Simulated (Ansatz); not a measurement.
# Starting-point dependence of the GW gap of YVO4 (I4_1/amd), part 2 of 2

How much of the starting functional survives in the G0W0 gap of YVO4 (I4_1/amd)?

Ansatz 0.2.0; G0W0 on several functionals, plane waves, PAW. Known limits of the many-body steps: not at the basis limit; no spin polarisation; d states lean on the start; no spin-orbit coupling.

So far. Step 2 (G0W0 on LDA): The gap on the mesh goes from 2.85 eV to 5.14 eV, a correction of +2.29 eV. Between the two edge states, bare exchange in place of the xc potential would open the gap by 12.56 eV, and correlation takes back 10.27 eV.

In doubt: masses and optical values from hybrid runs of this build are listed as unsure (step 4), which bears on the screening that GW takes from such a start.

## 3. G0W0 on r2SCAN

One-shot GW remembers its start. Another functional's orbitals and levels show by how much.

This step: G0W0 on r2SCAN, plane waves, PAW.

input.yaml reads:

```yaml
crystal:
  lattice:
    - [-3.55915, 3.55915, 3.14465]
    - [3.55915, -3.55915, 3.14465]
    - [3.55915, 3.55915, -3.14465]
  atoms:
    - { symbol: "Y", position: [0.75, 0.25, 0.5] }
    - { symbol: "Y", position: [0.0, 0.0, 0.0] }
    - { symbol: V, position: [0.5, 0.5, 0.0] }
    - { symbol: V, position: [0.25, 0.75, 0.5] }
    - { symbol: O, position: [0.51, 0.3258, 0.1842] }
    - { symbol: O, position: [0.0758, 0.3916, 0.3158] }
    - { symbol: O, position: [0.1416, 0.3258, 0.8158] }
    - { symbol: O, position: [0.0758, 0.76, 0.6842] }
    - { symbol: O, position: [0.24, 0.9242, 0.3158] }
    - { symbol: O, position: [0.6742, 0.49, 0.8158] }
    - { symbol: O, position: [0.6084, 0.9242, 0.6842] }
    - { symbol: O, position: [0.6742, 0.8584, 0.1842] }
kpoints:
  mp_grid: { grid: [4, 4, 4] }
hamiltonian:
  xc: r2scan
scf:
  occupations: { method: fixed }
gw:
  n_empty_bands: 340
  ecut_chi: 96
  qp_bands: [v4, c4]
  qp_kpoints: band_edges
  screening: { model: contour_deformation }
```

Started as:

```sh
$ ansatz run input.yaml --threads 3 --pin off --max-ram 92160MiB --backend cuda --events-out ev --progress --plain --runs-dir out --devices 1 --max-vram 13GiB
```

Numbers of over 12 decimals in the logs are rounded to 6 here.

Log:

```text
GPUs: using 1 of 1 available (devices: 1).
[...]
GPU FFT provider: cuFFT
GPU libraries: cuBLAS 13.8.2, cuFFT 12.4.0, cuSOLVER 12.3.4
Crystal: 12 atoms, lattice volume = 159.340 Å³
Basis set: ecut = 500 eV, 4023 PW (Γ), exchange–correlation on 180×180×180 points (64 copies of the dense FFT grid, shifted against one another)
Bands: 60, of which v1, the nominal top of the filled ones, is band 48 counted from 1 (47 counted from 0)
Symmetry: 16 space group operations
[...]
k-points: 13 of 64
[...]
GPU buffer pool allocated for 91125 grid points (all kernels)
[...]
SCF iter   1: F=—  HF=-18120.950471 eV  |F-HF|=—  |Δ(HF+E_count)|=         —  Δρ=2.54e-2  dr2=1.29e0  dr2_τ=7.44e-1  ethr=1.77e-3  ⟨swp⟩=3.4  Hψ=2294  notcnv=0  defer=107
[...]
SCF iter   9: F=-18121.012406 eV  HF=-18121.012406 eV  |F-HF|=2.76e-8  |Δ(HF+E_count)|=   1.47e-8  Δρ=4.09e-6  dr2=3.30e-8  dr2_τ=8.01e-10  ethr=1.04e-10  ⟨swp⟩=9.4  Hψ=2550  notcnv=0
SCF 1 converged in 9 iterations: F = -18121.012406 eV  dr2 = 3.30e-8
[...]
NSCF: frozen V_eff on 13 k-points
[...]
G₀W₀ screening: q 1/13
[... further progress lines ...]
[...]
SCF converged after 9 iterations
Free energy (F): -18121.012406 eV
[...]
Internal energy: -18121.012406 eV  (E = F + TS)
E sigma→0 (E₀):  -18121.012406 eV
Fermi energy:    5.904425 eV
[...]
--- Band table (eV; the first three rows and the last of 13) ---
  k-point 0: bands = [... 44 lower, 5.5094, 5.5160, 5.5160, 5.9044, 9.2255, 9.9472, 10.1501, 10.1658, ... 8 higher]
  k-point 1: bands = [... 44 lower, 5.3305, 5.3888, 5.5239, 5.7745, 9.4763, 9.9507, 10.0550, 10.2326, ... 8 higher]
  k-point 2: bands = [... 44 lower, 5.1321, 5.1321, 5.5399, 5.5399, 9.9199, 9.9199, 10.0606, 10.0606, ... 8 higher]
  k-point 12: bands = [... 44 lower, 5.0933, 5.0933, 5.3481, 5.3481, 9.9737, 9.9737, 10.2169, 10.2169, ... 8 higher]
[...]
0    45      5.5094   -25.7103     4.4458   -21.0292  0.7518     5.2734     5.2741  root
     0    46      5.5160   -25.4190     4.4059   -20.7690  0.7518     5.2711     5.2719  root
     0    47      5.5160   -25.4190     4.4059   -20.7690  0.7518     5.2711     5.2719  root
     0    48      5.9044   -25.6194     4.4376   -20.9616  0.7498     5.6836     5.6843  root
     0    49      9.2255   -14.7300    -5.6606   -22.0077  0.7627    10.8778    10.8426  root
     0    50      9.9472   -16.4076    -6.2036   -24.4406  0.7447    11.8309    11.7767  root
     0    51     10.1501   -16.5038    -5.8801   -24.2237  0.7451    12.0453    11.9899  root
     0    52     10.1658   -16.6723    -5.5926   -24.0892  0.7416    12.0451    11.9900  root
[...]
10    49      9.6966   -15.5643    -5.6402   -22.9035  0.7534    11.4386    11.3955  root
    10    50      9.9408   -16.2932    -6.0673   -24.1751  0.7471    11.8076    11.7554  root
    10    51     10.0165   -16.2263    -5.9099   -23.9455  0.7485    11.8775    11.8258  root
    10    52     10.2685   -17.0896    -5.7116   -24.6597  0.7361    12.1874    12.1270  root
```

Run time: 49 s. Hardware: 1 × NVIDIA H100 80GB HBM3 (shared by 6 runs) with 3 threads of AMD EPYC 7R13 (Zen 3), shared host; peak memory 2 GiB.

This step gave:

```
bands summed                                 : 388
RPA ε∞ on this mesh (eigenvalues)            : 3.498, 3.498, 4.222
plane waves in the screening matrix          : 349
q-points in the mesh                         : 64
G0W0 gap on the mesh                         : 5.158 eV
k of the valence top                         : 0, 0, 0
k of the conduction bottom                   : 0, 0, 0
starting gap on the mesh                     : 3.321 eV
Z at the valence top                         : 0.7498
Z at the conduction bottom                   : 0.7627
least direct G0W0 gap on the computed points : 5.158 eV
```

Against the run with 4×4×4 mesh, 340 empty bands, screening to 96 eV on LDA, the gap moves by +0.019 eV, while the start moved by +0.47 eV.

## 4. G0W0 on HSE06

This step: G0W0 on HSE06, plane waves, PAW.

input.yaml: that of step 3 with these lines changed.

```diff
@@ -21,3 +21,3 @@
 hamiltonian:
-  xc: r2scan
+  xc: hse06
 scf:
```

Log:

```text
GPUs: using 1 of 1 available (devices: 1).
[...]
davidson cushion auto → on  (no smearing: the cushion is to keep the highest requested band from converging to the state above it; pin scf.eigensolver.cushion to override)
[...]
GPU FFT provider: cuFFT
GPU libraries: cuBLAS 13.8.2, cuFFT 12.4.0, cuSOLVER 12.3.4
Crystal: 12 atoms, lattice volume = 159.340 Å³
Basis set: ecut = 420 eV, 3111 PW (Γ)
[...]
0    51     10.7260   -16.2272    -5.2665   -22.8127  0.7708    12.0642    12.0449  root
     0    52     10.7283   -15.9982    -5.5000   -22.8087  0.7739    12.0576    12.0387  root
[...]
10    49     10.1981   -14.9544    -5.2908   -21.4425  0.7827    11.4100    11.3954  root
    10    50     10.5001   -15.8235    -5.6872   -22.7953  0.7755    11.8027    11.7847  root
    10    51     10.5756   -15.7151    -5.5339   -22.5339  0.7772    11.8782    11.8605  root
    10    52     10.8469   -16.6954    -5.3679   -23.4074  0.7655    12.2120    12.1910  root
[key lines of the parts left out:]
Free energy (F): -18079.197147 eV
Fermi energy:    5.219842 eV
```

It took 1.9 min on 1 × NVIDIA H100 80GB HBM3 (shared by 6 runs) with 3 threads; peak memory 2.6 GiB.

Numbers from this step:

- bands summed: 388
- RPA ε∞ on this mesh (eigenvalues): 3.140, 3.140, 3.723
- plane waves in the screening matrix: 349
- G0W0 gap on the mesh: 5.454 eV
- k of the valence top: 0, 0, 0
- k of the conduction bottom: 0, 0, 0
- starting gap on the mesh: 4.470 eV
- least direct G0W0 gap on the computed points: 5.454 eV

Against the run with 4×4×4 mesh, 340 empty bands, screening to 96 eV on r2SCAN, the gap moves by +0.30 eV, while the start moved by +1.15 eV.

## 5. Side by side

All on the 4×4×4 mesh with 340 empty bands and screening to 96 eV. Times are wall times on 1 × NVIDIA H100 80GB HBM3 (shared by 6 runs) with 3 threads of AMD EPYC 7R13 (Zen 3), shared host, good to a factor of about two.

| start | starting gap (eV) | shift (eV) | G0W0 gap (eV) | RPA ε∞ (harmonic mean) | Z (valence, conduction) | time |
| --- | --- | --- | --- | --- | --- | --- |
| LDA | 2.85 | +2.29 | 5.14 | 4.15 | 0.74, 0.75 | 58 s |
| r2SCAN | 3.32 | +1.84 | 5.16 | 3.71 | 0.75, 0.76 | 49 s |
| HSE06 | 4.47 | +0.98 | 5.45 | 3.31 | 0.78, 0.79 | 1.9 min |

The parts of the quasiparticle energy at the two band edges (eV; QP = start + Σx + Σc − Vxc):

| run | edge | start | Σx | Σc | Vxc | Z | QP |
| --- | --- | --- | --- | --- | --- | --- | --- |
| LDA | valence top | 5.93 | -25.50 | 4.52 | -20.61 | 0.74 | 5.56 |
| LDA | conduction bottom | 8.78 | -14.63 | -5.75 | -22.30 | 0.75 | 10.70 |
| r2SCAN | valence top | 5.90 | -25.62 | 4.44 | -20.96 | 0.75 | 5.68 |
| r2SCAN | conduction bottom | 9.23 | -14.73 | -5.66 | -22.01 | 0.76 | 10.84 |
| HSE06 | valence top | 5.22 | -25.65 | 4.17 | -21.62 | 0.78 | 5.36 |
| HSE06 | conduction bottom | 9.69 | -14.13 | -5.31 | -20.57 | 0.79 | 10.82 |

For a hybrid start, Vxc holds its share of exact exchange.

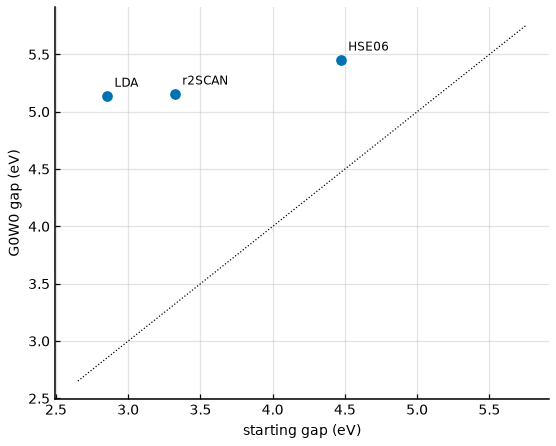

G0W0 gap against starting gap; on the dotted line the correction would vanish.

## 6. Outcome

```
G0W0@LDA     : 5.14 eV (start 2.85 eV)
G0W0@r2SCAN  : 5.16 eV (start 3.32 eV)
G0W0@HSE06   : 5.45 eV (start 4.47 eV)
known limits : not at the basis limit; no spin polarisation; d states lean on the start; no spin-orbit coupling
```

The starting gaps span 1.62 eV and the G0W0 gaps 0.32 eV. Between LDA and HSE06, 0.32 eV of the 1.62 eV survives, 19 %. HSE06 screens less than LDA (ε∞ 3.31 against 4.15). Of the 0.32 eV by which its G0W0 gap is higher, the correlation part gives +0.79 eV, and exchange with the one-particle terms, which follow the orbitals, −0.47 eV. The smallest correction, +0.98 eV, is on HSE06, the start nearest to reproducing itself. Bands and cutoff are finite, so the gap is not at the basis limit. The miss can reach some tenths of an eV and take either sign; the mesh is an error of its own. The runs have no spin polarisation. For a closed low-spin shell that is the natural state; where a d or f shell is open it is a constraint, and the gap is then not the crystal's own. With d states at the gap, one-shot GW leans hard on its start. The many-body steps are scalar-relativistic: spin-orbit coupling is not in them.

[Paths, hosts, dates, memory and timing lines, banners, echoed tables and standing remarks are left out of the program output.]

[Logs are printed without paths, hosts, clocks, repeated set-up lines and the standing remarks that a program may print on its own settings, such as how far it seeks lower states.]

[Runs of the session that timed out or met a known fault of the program may be left out.]

[Cells called generated may have been cut or substituted from an entry of the Crystallography Open Database or the Materials Project.]

[Hosts, paths, dates, database ids (printed as entryN), source tags and the programs' standing remarks are cut or masked in the printed files.]
